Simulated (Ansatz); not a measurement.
Pt (2 atoms in the cell), run with Ansatz.

```
crystal:
  lattice:
    - [0.0, -1.9579, -1.9579]
    - [0.0, 1.9579, -1.9579]
    - [3.9158, 0.0, 0.0]
  atoms:
    - { symbol: Pt, position: [0.5, 0.5, 0.4489248685] }
    - { symbol: Pt, position: [0.0, 0.0, 0.0510751315] }
basis:
  ecutwfc: 420
kpoints:
  mp_grid: { grid: [18, 18, 12] }
hamiltonian:
  xc: pbe
scf:
  occupations: { method: gaussian, width: 0.15 }
  convergence: { dr2_threshold: 1.0e-16 }
  max_iter: 80
output:
  forces: true
  eigenvalues: true
  stress: true
```

Run as:
```bash
ansatz run input.yaml --threads 2 --pin off --max-ram 5120MiB --backend cpu --events-out ev --progress --plain --runs-dir out
```

> What does the convergence history look like?

Converged, in 12 iterations. The residual falls at every step. The input holds an odd setting (a threshold meant to be out of reach), but it does no harm here: the energy lies within 1 meV per atom of a run with usual settings.

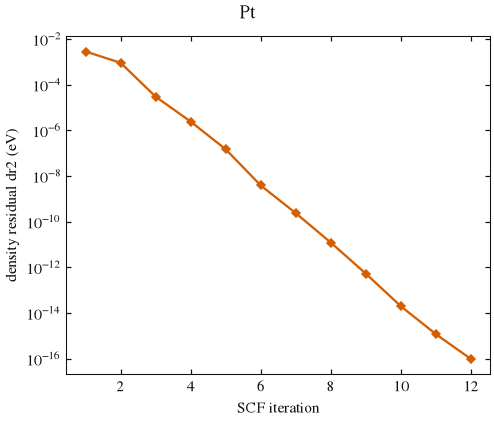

SCF iterations of a calculation: density residual dr2. The starting density is a sum of atomic densities corrected by a trained network.
